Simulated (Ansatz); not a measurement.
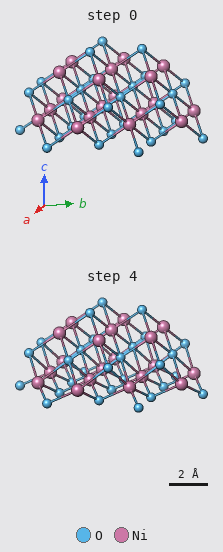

The structure of a slab of composition Ni5O6 (cut from the Fm-3m phase) before (top) and after (bottom) a relaxation, at one scale.

The picture is a ball-and-stick view of the atoms within 5.8 Å of the atom that moves most (axes of the 2 × 3 repeat of the cell, outlined in the plane, without the vacuum), seen slightly off an axis.

Case: (1 1 1) slab, atoms relaxed. The slab is the (1 1 1) face of NiO.

All numbers below come from DFT PBEsol, scalar-relativistic, plane waves, PAW (Ansatz). Settings: plane-wave cutoff 420 eV; k-point mesh 12 × 12 × 1; occupations gaussian; smearing width 0.1 eV; collinear spin; dipole correction; atoms relaxed in a fixed cell; force threshold 0.02 eV/Å; at most 60 steps.

Summarise the run.

Answer. The largest moves relative to the layer's centre, 0.30 Å, are those of O atoms. Largest moves by element: O 0.30 Å, Ni 0.08 Å. The cell doesn't change. Near-neighbour distances that change, for instance: Ni–O 2.058 → 1.863 Å, Ni–O 2.058 → 2.125 Å, Ni–O 2.058 → 2.046 Å. Among the angles between lasting bonds that change: O–Ni–O 90.0° → 102.7°, Ni–O–Ni 90.0° → 102.7°, O–Ni–O 180.0° → 167.9°. After 3 accepted moves (4 points after the start) the energy has fallen by 1.798 eV per cell of the calculation. The largest force component goes from 3.9 to 0.012 eV/Å. 1 step only repeated the SCF at the same geometry. The program noted that the starting moments weren't kept. The run may lie on a higher electronic state than the lowest, so the end point isn't shown to be the ground-state structure. Cost: 27 min on 1 thread of Intel(R) Xeon(R) Processor @ 2.50GHz (Skylake/Cascade Lake) (shared host), peak memory 1.7 GiB.
